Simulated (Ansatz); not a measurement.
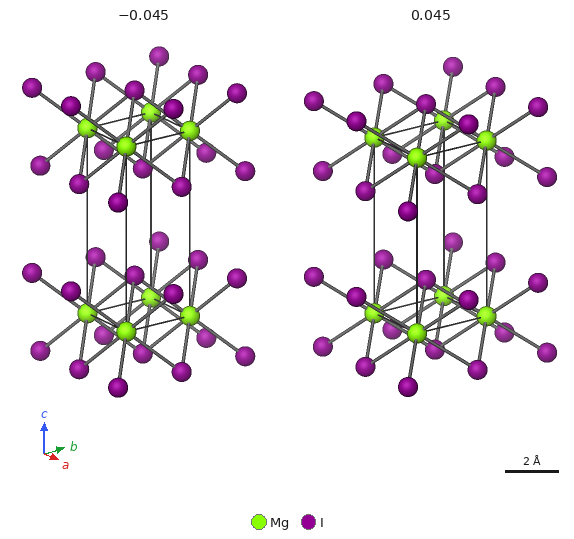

Crystalline MgI2 (set up in P-3m1), under biaxial strain in the a–b plane (c and atoms relaxed), with energies (extrapolated to zero smearing) counted from the relaxed crystal, which is the row at zero. The picture shows the first and the last member. The picture is a ball-and-stick view of the cell of the calculation, seen slightly off an axis.

Computed with Ansatz 0.2.0: DFT PBEsol, scalar-relativistic, plane waves, PAW. Settings: plane-wave cutoff 420 eV; k-point mesh 6 × 6 × 4; occupations gaussian; smearing width 0.02 eV; no spin polarisation; force threshold 0.008 eV/Å.

```csv
strain,energy (meV/atom),a (Å),c (Å),band gap (eV)
−0.045,27.51,3.945,7.194,3.28
−0.03,11.69,4.007,7.139,3.38
−0.015,?,?,?,?
0.0,0.00,4.131,7.024,3.52
0.015,2.55,4.193,6.962,3.46
0.03,9.82,4.255,6.898,3.32
0.045,21.24,4.317,6.826,3.11
```

Estimate the missing row from the others, and compare with the calculation.

Answer. A parabola through three neighbouring rows (−0.045, −0.03, 0.0) gives, with Lagrange weights, (−0.3333)(27.51) + (1.0000)(11.69) + (0.3333)(0.00) = 2.52 meV/atom. The calculation gives 2.81 meV/atom (a = 4.069 Å, c = 7.085 Å). The estimate is 0.29 meV/atom too low. For the gap a parabola through the rows −0.045, −0.03, 0.0 gives 3.46 eV, and the calculation 3.46 eV (semilocal gaps, lower than measured ones as a rule). From the first member to the last: I–Mg 2.863 → 2.962 Å.

The whole series:

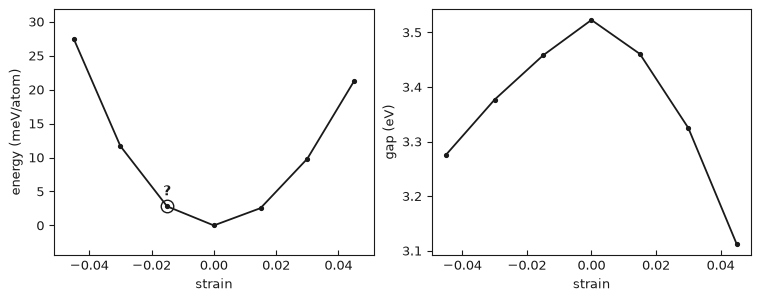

Each member starts from this one structure; whether another phase lies lower wasn't checked.

Limits of the set-up: layers or molecules are held without a dispersion correction, so their spacing is unreliable.
